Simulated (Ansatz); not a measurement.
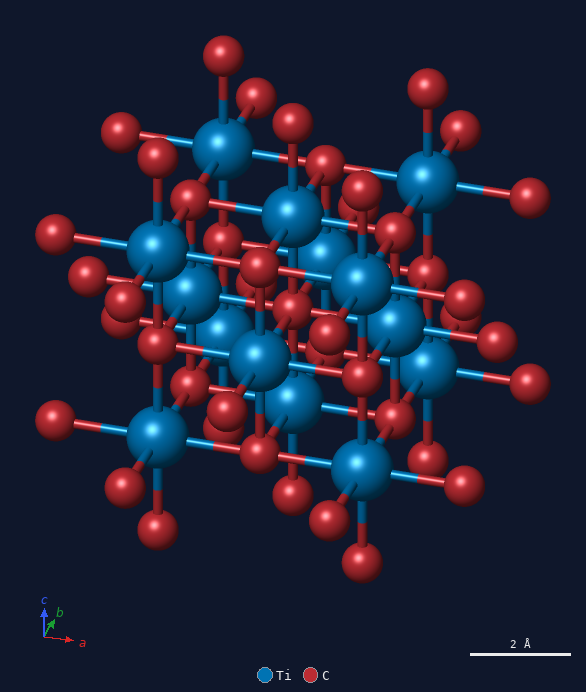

Reference structure: a symmetric starting cell of TiC. A ball-and-stick model of the conventional cell (4 times the calculation's cell), seen from a free direction. Lengths and directions refer to the drawn axes.

These are results of Ansatz, DFT r2SCAN, scalar-relativistic, plane waves, PAW, not measurements. Set-up: plane-wave cutoff 500 eV; k-point mesh 16 × 16 × 16; occupations gaussian; smearing width 0.1 eV; no spin polarisation.

The variant: All lengths are scaled by −0.9 % (volume −2.6 %), the atoms keeping their fractional coordinates. No relaxation follows. The starting cell wasn't computed here and needn't be at equilibrium, so pressure and forces aren't due to the change alone.

Input
```yaml
crystal:
  lattice:
    - [0.0, 2.1448486, 2.1448486]
    - [2.1448486, 0.0, 2.1448486]
    - [2.1448486, 2.1448486, 0.0]
  atoms:
    - { symbol: Ti, position: [0.0, 0.0, 0.0] }
    - { symbol: C, position: [0.5, 0.5, 0.5] }
basis:
  ecutwfc: 500
kpoints:
  mp_grid: { grid: [16, 16, 16] }
hamiltonian:
  xc: r2scan
scf:
  occupations: { method: gaussian, width: 0.1 }
output:
  forces: true
  stress: true
  eigenvalues: true
```

Launched with:
```bash
ansatz run input.yaml --threads 1 --pin off --max-ram 1331MiB --backend cpu --events-out ev --progress --plain --runs-dir out
```

What does the calculation give for the changed structure?

The pressure is 7.3 GPa (not all of it need come from the change, since the unchanged cell can be under pressure at this level too). All forces vanish by symmetry. Some distances before and after: C–Ti 2.164 → 2.145 Å. The space group stays Fm-3m (No. 225).
